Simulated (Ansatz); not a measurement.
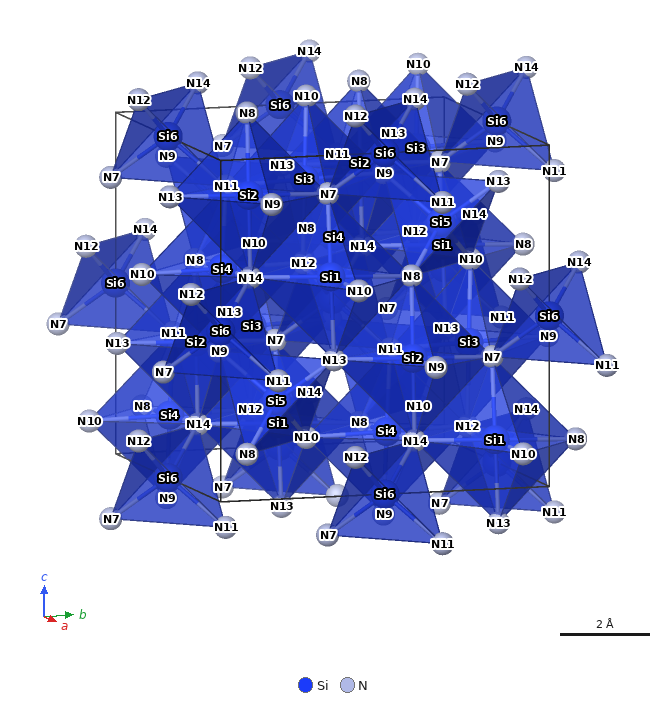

Figure 1. The input geometry of run 1 (polyhedral view of the cell 4 times as large as that of the calculation, set on its symmetry axes, seen slightly off an axis; polyhedra are completed across the faces of the cell; atoms are numbered from 1 in the order of the input). An atom can appear more than once, as a periodic image.

## What a change does: band-structure calculation on Si3N4

System: Si3N4 (Fd-3m, 14 atoms in the cell).
Method of run 1: DFT PBE, scalar-relativistic, plane waves, PAW, no spin polarisation (Ansatz 0.2.0).

The structure derives from a Materials Project entry. Text and figures count atoms from 1; the logs count them from 0 in places.

### Input file, run 1
```yaml
crystal:
  lattice:
    - [0.0, 3.8946186242, 3.8946186242]
    - [3.8946186242, 0.0, 3.8946186242]
    - [3.8946186242, 3.8946186242, 0.0]
  atoms:
    - { symbol: Si, position: [0.125, 0.125, 0.625] }
    - { symbol: Si, position: [0.125, 0.625, 0.125] }
    - { symbol: Si, position: [0.625, 0.125, 0.125] }
    - { symbol: Si, position: [0.125, 0.125, 0.125] }
    - { symbol: Si, position: [0.75, 0.75, 0.75] }
    - { symbol: Si, position: [0.5, 0.5, 0.5] }
    - { symbol: "N", position: [0.3675422895, 0.3675422895, 0.3675422895] }
    - { symbol: "N", position: [0.3526268684, 0.8824577105, 0.8824577105] }
    - { symbol: "N", position: [0.8824577105, 0.8824577105, 0.3526268684] }
    - { symbol: "N", position: [0.8824577105, 0.3526268684, 0.8824577105] }
    - { symbol: "N", position: [0.3675422895, 0.3675422895, 0.8973731316] }
    - { symbol: "N", position: [0.3675422895, 0.8973731316, 0.3675422895] }
    - { symbol: "N", position: [0.8824577105, 0.8824577105, 0.8824577105] }
    - { symbol: "N", position: [0.8973731316, 0.3675422895, 0.3675422895] }
basis:
  ecutwfc: 420
kpoints:
  mp_grid: { grid: [6, 6, 6] }
  band_path:
    path:
      - [[0.0, 0.0, 0.0], [0.5, 0.0, 0.5], [0.625, 0.25, 0.625]]
      - [[0.375, 0.375, 0.75], [0.0, 0.0, 0.0], [0.5, 0.5, 0.5], [0.5, 0.25, 0.75], [0.5, 0.0, 0.5]]
    npoints: 10
hamiltonian:
  xc: pbe
scf:
  occupations: { method: gaussian, width: 0.02 }
  n_extra_bands: 35
output:
  forces: true
  stress: true
  eigenvalues: true
  populations: true
  dos: { projected: true, de: 0.02, nscf_kmesh: { grid: [9, 9, 9] } }
  bader: false
  write_density: true
  write_potential: true
  elf: true
  volumetric_format: npy
```

Command:
```bash
ansatz run input.yaml --threads 4 --pin off --max-ram 10240MiB --backend cpu --events-out ev --progress --plain --runs-dir out
```

Hardware: 4 threads of Intel Xeon @ 2.50GHz (Skylake/Cascade Lake), 189 GiB of memory available, shared host.

### Output, shortened to warnings, some set-up lines, iterations and results (run 1)
```
Basis set: ecut = 420 eV, 2277 PW (Γ), exchange–correlation on 80×80×80 points (8 copies of the dense FFT grid, shifted against one another)
Symmetry: 48 space group operations
k-points: 16 of 216
Initial density: superposition of atomic densities (neutral atoms: chi_scale 0, normalization atom), corrected by the library's trained network
[...]
SCF iter   1: F=—  HF=-6899.809537 eV  |F-HF|=—  |Δ(HF+E_count)|=         —  Δρ=4.08e-3  dr2=3.22e-2  ethr=1.77e-3  ⟨swp⟩=5.9  Hψ=5286  notcnv=0  defer=82
SCF iter   2: F=—  HF=-6899.802252 eV  |F-HF|=—  |Δ(HF+E_count)|=   7.28e-3  Δρ=1.98e-3  dr2=8.69e-3  ethr=5.02e-5  ⟨swp⟩=2.0  Hψ=1353  notcnv=0  defer=452
SCF iter   3: F=—  HF=-6899.800812 eV  |F-HF|=—  |Δ(HF+E_count)|=   1.44e-3  Δρ=3.51e-4  dr2=1.49e-4  ethr=1.36e-5  ⟨swp⟩=2.0  Hψ=1075  notcnv=0  defer=463
SCF iter   4: F=—  HF=-6899.800789 eV  |F-HF|=—  |Δ(HF+E_count)|=   2.27e-5  Δρ=1.20e-4  dr2=8.10e-6  ethr=2.33e-7  ⟨swp⟩=2.1  Hψ=1028  notcnv=0  defer=463
SCF iter   5: F=—  HF=-6899.800710 eV  |F-HF|=—  |Δ(HF+E_count)|=   7.96e-5  Δρ=1.12e-5  dr2=8.58e-8  ethr=1.27e-8  ⟨swp⟩=2.2  Hψ=1040  notcnv=0  defer=463
SCF iter   6: F=-6899.800710 eV  HF=-6899.800710 eV  |F-HF|=9.38e-9  |Δ(HF+E_count)|=   1.21e-7  Δρ=2.53e-6  dr2=1.71e-8  ethr=1.34e-10  ⟨swp⟩=12.8  Hψ=7809  notcnv=0
SCF 1 converged in 6 iterations: F = -6899.800710 eV  dr2 = 1.71e-8
NSCF: frozen V_eff on 62 k-points
NSCF: frozen V_eff on 35 k-points
SCF converged after 6 iterations
Free energy (F): -6899.800710 eV
Harris-Foulkes:  -6899.800710 eV  (|F-HF|=9.38e-9)
Internal energy: -6899.800710 eV  (E = F + TS)
E sigma→0 (E₀):  -6899.800710 eV
Fermi energy:    12.640445 eV
--- Per-component energies (eV) ---
  E_band       = 270.749346
  E_kinetic    = 1360.229447
  E_local      = -1484.077621  (includes V_loc(G=0)·N_el)
  E_nonlocal   = 501.649309
  E_hartree    = 491.976639
  E_xc         = -831.423680
  E_vxc        = -919.179455  (∫ρ·V_xc dr)
  E_paw        = -4098.094776  (= ΣΔE_a)
  E_vpaw       = -171.823125  (= ΣTr[D̂ρ^β])
  E_aug_tail   = 0.000852  (compensation charges beyond the density's cutoff)
  E_ewald      = -2840.060881
  E_smearing   = -0.000000  (= −TS)
  E_closure    = 0.000000  (closes the sum)
  Σ components = -6899.800710   (vs F -6899.800710, Δ=0.00e0)
--- Forces (eV/Å), atoms counted from 1 ---
  atom   1  Si    -0.00000000     0.00000000     0.00000000
  atom   2  Si    -0.00000000     0.00000000     0.00000000
  atom   3  Si    -0.00000000     0.00000000    -0.00000000
  atom   4  Si    -0.00000000     0.00000000    -0.00000000
  atom   5  Si    -0.00000000    -0.00000000    -0.00000000
  atom   6  Si    -0.00000000    -0.00000000    -0.00000000
  atom   7  N     -0.00010170    -0.00010170    -0.00010170
  atom   8  N      0.00010170    -0.00010170    -0.00010170
  atom   9  N     -0.00010170    -0.00010170     0.00010170
  atom  10  N     -0.00010170     0.00010170    -0.00010170
  atom  11  N      0.00010170     0.00010170    -0.00010170
  atom  12  N      0.00010170    -0.00010170     0.00010170
  atom  13  N      0.00010170     0.00010170     0.00010170
  atom  14  N     -0.00010170     0.00010170     0.00010170
  max |Σ_I F_I| component: 1.03e-16 eV/Å
--- Stress (GPa, compression-positive) ---
        0.004174      -0.000000      -0.000000
       -0.000000       0.004174       0.000000
        0.000000       0.000000       0.004174
  P = ⅓ Tr σ = 0.0042 GPa (0.042 kbar)
--- Löwdin populations: 14 sites ---
  site symbol       q [e]
     0     Si      2.6808
     1     Si      2.6808
     2     Si      2.6808
     3     Si      2.6808
     4     Si      2.6370
     5     Si      2.6370
     6      N      5.8969
     7      N      5.8969
     8      N      5.8969
     9      N      5.8969
    10      N      5.8969
    11      N      5.8969
    12      N      5.8969
    13      N      5.8969
  spilling = 0.012925 (of n_electrons = 64.000000)
```

The input of run 2 differs as follows (lines with − go, lines with + come):
```diff
-  xc: pbe
+  xc: pbesol
```

How does run 2 compare with run 1?

The total energies belong to different methods, so their difference says nothing on which is more stable or more accurate. The gap on the mesh goes from 3.34 to 3.22 eV. The pressure goes from 0.00 to −5.28 GPa. The largest force goes from 0.000 to 0.056 eV/Å. The functional changes from PBE to PBEsol. Along LDA, PBEsol, PBE and RPBE the binding weakens and the preferred volume grows, so the same cell is under more pressure with the later ones. The number of SCF iterations is the same.

### Output, shortened to warnings, some set-up lines, iterations and results (run 2)
```
Basis set: ecut = 420 eV, 2277 PW (Γ), exchange–correlation on 80×80×80 points (8 copies of the dense FFT grid, shifted against one another)
Symmetry: 48 space group operations
k-points: 16 of 216
Initial density: superposition of atomic densities (neutral atoms: chi_scale 0, normalization atom), corrected by the library's trained network
[...]
SCF iter   1: F=—  HF=-6772.746841 eV  |F-HF|=—  |Δ(HF+E_count)|=         —  Δρ=1.35e-2  dr2=2.08e-1  ethr=1.77e-3  ⟨swp⟩=5.9  Hψ=5259  notcnv=0  defer=89
SCF iter   2: F=—  HF=-6772.693193 eV  |F-HF|=—  |Δ(HF+E_count)|=   5.36e-2  Δρ=5.89e-3  dr2=4.26e-2  ethr=3.26e-4  ⟨swp⟩=1.7  Hψ=1294  notcnv=0  defer=427
SCF iter   3: F=—  HF=-6772.680836 eV  |F-HF|=—  |Δ(HF+E_count)|=   1.24e-2  Δρ=8.10e-4  dr2=3.87e-4  ethr=6.65e-5  ⟨swp⟩=2.2  Hψ=1150  notcnv=0  defer=468
SCF iter   4: F=—  HF=-6772.680782 eV  |F-HF|=—  |Δ(HF+E_count)|=   5.36e-5  Δρ=1.78e-4  dr2=2.81e-5  ethr=6.04e-7  ⟨swp⟩=2.7  Hψ=1106  notcnv=0  defer=468
SCF iter   5: F=—  HF=-6772.680768 eV  |F-HF|=—  |Δ(HF+E_count)|=   1.42e-5  Δρ=1.85e-5  dr2=3.12e-7  ethr=4.40e-8  ⟨swp⟩=2.1  Hψ=1115  notcnv=0  defer=468
SCF iter   6: F=-6772.680768 eV  HF=-6772.680768 eV  |F-HF|=2.74e-9  |Δ(HF+E_count)|=   1.55e-7  Δρ=2.52e-6  dr2=7.11e-9  ethr=1.56e-10  ⟨swp⟩=14.5  Hψ=7719  notcnv=0
SCF 1 converged in 6 iterations: F = -6772.680768 eV  dr2 = 7.11e-9
NSCF: frozen V_eff on 62 k-points
NSCF: frozen V_eff on 35 k-points
SCF converged after 6 iterations
Free energy (F): -6772.680768 eV
Harris-Foulkes:  -6772.680768 eV  (|F-HF|=2.74e-9)
Internal energy: -6772.680768 eV  (E = F + TS)
E sigma→0 (E₀):  -6772.680768 eV
Fermi energy:    12.501526 eV
--- Per-component energies (eV) ---
  E_band       = 264.775255
  E_kinetic    = 1354.995609
  E_local      = -1476.388056  (includes V_loc(G=0)·N_el)
  E_nonlocal   = 503.257701
  E_hartree    = 485.497706
  E_xc         = -823.766518
  E_vxc        = -915.865914  (∫ρ·V_xc dr)
  E_paw        = -3976.631310  (= ΣΔE_a)
  E_vpaw       = -172.221347  (= ΣTr[D̂ρ^β])
  E_aug_tail   = 0.000826  (compensation charges beyond the density's cutoff)
  E_ewald      = -2840.060881
  E_core_change = 0.414155  (= ΣΔE_core)
  E_smearing   = -0.000000  (= −TS)
  E_closure    = -0.000000  (closes the sum)
  Σ components = -6772.680768   (vs F -6772.680768, Δ=0.00e0)
--- Forces (eV/Å), atoms counted from 1 ---
  atom   1  Si    -0.00000000     0.00000000    -0.00000000
  atom   2  Si    -0.00000000     0.00000000    -0.00000000
  atom   3  Si    -0.00000000     0.00000000     0.00000000
  atom   4  Si    -0.00000000     0.00000000    -0.00000000
  atom   5  Si     0.00000000     0.00000000    -0.00000000
  atom   6  Si     0.00000000    -0.00000000     0.00000000
  atom   7  N     -0.03254970    -0.03254970    -0.03254970
  atom   8  N      0.03254970    -0.03254970    -0.03254970
  atom   9  N     -0.03254970    -0.03254970     0.03254970
  atom  10  N     -0.03254970     0.03254970    -0.03254970
  atom  11  N      0.03254970     0.03254970    -0.03254970
  atom  12  N      0.03254970    -0.03254970     0.03254970
  atom  13  N      0.03254970     0.03254970     0.03254970
  atom  14  N     -0.03254970     0.03254970     0.03254970
  max |Σ_I F_I| component: 1.04e-16 eV/Å
--- Stress (GPa, compression-positive) ---
       -5.284859       0.000000       0.000000
        0.000000      -5.284859      -0.000000
        0.000000       0.000000      -5.284859
  P = ⅓ Tr σ = -5.2849 GPa (-52.849 kbar)
--- Löwdin populations: 14 sites ---
  site symbol       q [e]
     0     Si      2.7019
     1     Si      2.7019
     2     Si      2.7019
     3     Si      2.7019
     4     Si      2.6609
     5     Si      2.6609
     6      N      5.8789
     7      N      5.8789
     8      N      5.8789
     9      N      5.8789
    10      N      5.8789
    11      N      5.8789
    12      N      5.8789
    13      N      5.8789
  spilling = 0.013115 (of n_electrons = 64.000000)
```

### The two runs side by side

| quantity | run 1 | run 2 |
| --- | --- | --- |
| outcome | converged | converged |
| free energy per atom (eV) | −492.8429 | −483.7629 |
| gap on the mesh (eV) | 3.34 | 3.22 |
| pressure (GPa) | 0.00 | −5.28 |
| largest force (eV/Å) | 0.000 | 0.056 |
| SCF iterations | 6 | 6 |
| irreducible k-points | 16 | 16 |
| plane waves at Γ | 2277 | 2277 |
| wall time (shared host) | 18 s | 18 s |

For run 2: The cell is under a tension of 5.3 GPa at this level, so it is not at its equilibrium volume.
